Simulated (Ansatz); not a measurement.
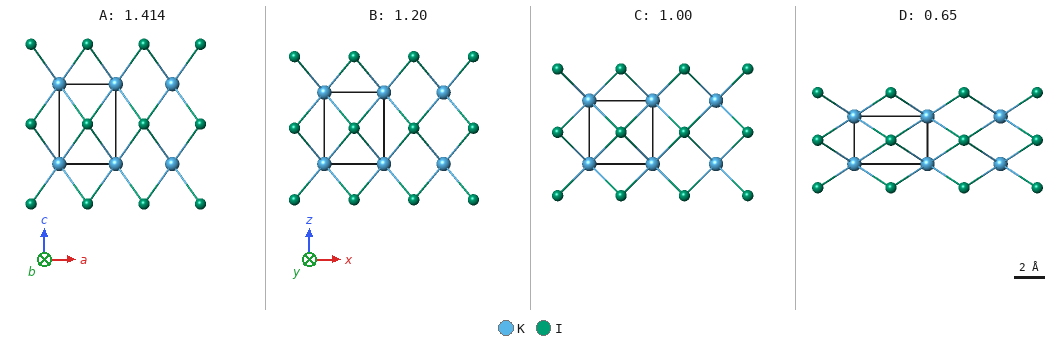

A scan of crystalline KI (Pm-3m): the ratio of the cell's length along z to its lengths across, counted as 1 for the reference, is changed at fixed volume (a tetragonal or Bain path), with the atoms kept at their fractional coordinates. x, y and z are the Cartesian axes of the input. A ball-and-stick model of the cell of the calculation, repeated 2 × 2 × 1 with one cell outlined, seen along the b axis.

These are results of DFT PBE, scalar-relativistic, plane waves, PAW in Ansatz, not measurements. Set-up: plane-wave cutoff 420 eV; k-point mesh 6 × 6 × 6; occupations gaussian; smearing width 0.05 eV; no spin polarisation. Energies (free energies at the smearing named) are counted from the cell as listed in its source, which wasn't relaxed.

Rank the frames from lowest to highest energy.

Lowest first: C (the relative ratio 1.00, 0 meV/atom), B (the relative ratio 1.20, 80 meV/atom), A (the relative ratio 1.414, 303 meV/atom), D (the relative ratio 0.65, 661 meV/atom). Over the whole scan: the lowest computed point lies at the relative ratio 1.00 (0 meV/atom). At the ends of the scan the energy is 661 meV/atom (0.65) and 425 meV/atom (1.50). The distortion takes the space group from Pm-3m to P4/mmm. At the relative ratio 1.50 the cell of the drawing goes a 4.291 → 3.749 Å, b 4.291 → 3.749 Å, c 4.291 → 5.623 Å. The band gap on the mesh, 3.33 eV in the reference, closes at 0.65.
